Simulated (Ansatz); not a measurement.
**Si6N (slab): density, localisation and related maps**

```yaml
crystal:
  lattice:
    - [3.84172, 0.00000, 0.00000]
    - [0.00000, 3.84172, 0.00000]
    - [0.00000, 0.00000, 25.79126]
  atoms:
    - { symbol: Si, position: [0.00000, 0.50000, 0.32957] }
    - { symbol: Si, position: [0.00000, 0.00000, 0.38223] }
    - { symbol: Si, position: [0.50000, 0.00000, 0.43490] }
    - { symbol: Si, position: [0.50000, 0.50000, 0.48582] }
    - { symbol: Si, position: [0.00000, 0.50000, 0.55840] }
    - { symbol: Si, position: [0.00000, 0.00000, 0.60956] }
    - { symbol: N, position: [0.50000, 0.50000, 0.55370] }
```

The program warned that a starting moment wasn't kept; spin-polarised, but the moments vanished.

These are results of Ansatz 0.2.0, DFT PBEsol, scalar-relativistic, plane waves, PAW, not measurements.

The density is the valence pseudo-density of a PAW calculation; it isn't the true density close to the nuclei.

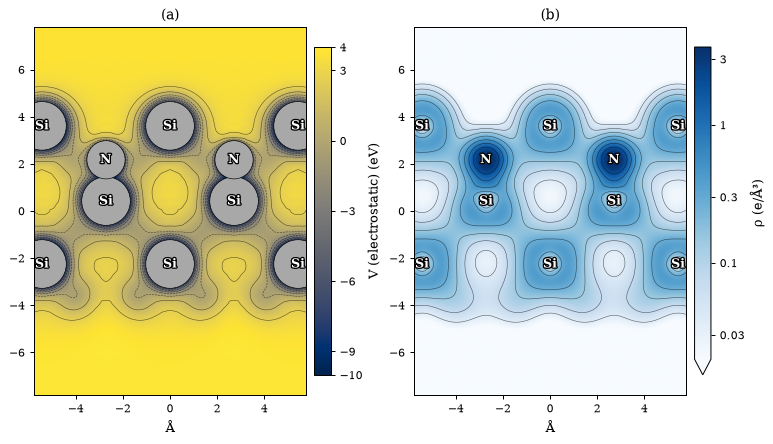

Figure 1. (a) electrostatic potential (local pseudopotential plus Hartree) felt by an electron; (b) valence electron density on the (110) plane of the calculation cell, a cut from vacuum to vacuum. Grey discs cover the atomic cores in the potential map.

**What does the map show?**

The section cuts through Si and N sites.
Si–N (1.75 Å): the density is about 1 e/Å³ at the midpoint.
The density dies away to nearly zero in the vacuum.
Outside the cores the potential energy rises away from the atoms and is highest in the vacuum; its zero is arbitrary.

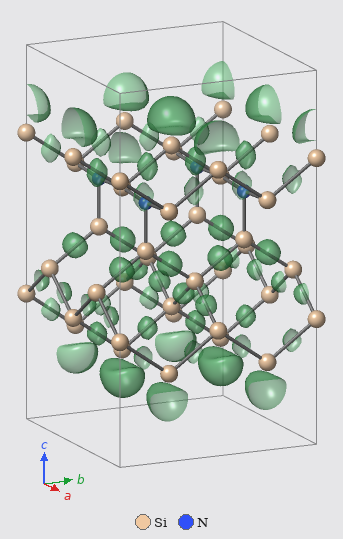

Figure 2. Isosurface of the electron localisation function at 0.9 (green), seen slightly off an axis. Only the valence region is drawn (cores and ρ < 0.01 e/Å³ removed). Sticks mark near contacts.

**Describe the localisation domains.**

The surface consists of eight regions between bonded Si–Si atoms and two lobes on Si, pointing away from the bonds (lone pairs), counted in one cell of 7 atoms. Counts are for one cell; the picture repeats the cell along the surface. Profiles from the grid: Si–N (1.75 Å): the ELF peaks at about 0.85 between the atoms. Si–Si (2.33 Å): the ELF peaks at about 0.95 between the atoms.

**Metal or insulator at this level of theory?**

It is gapless in this calculation (a metal or semimetal).
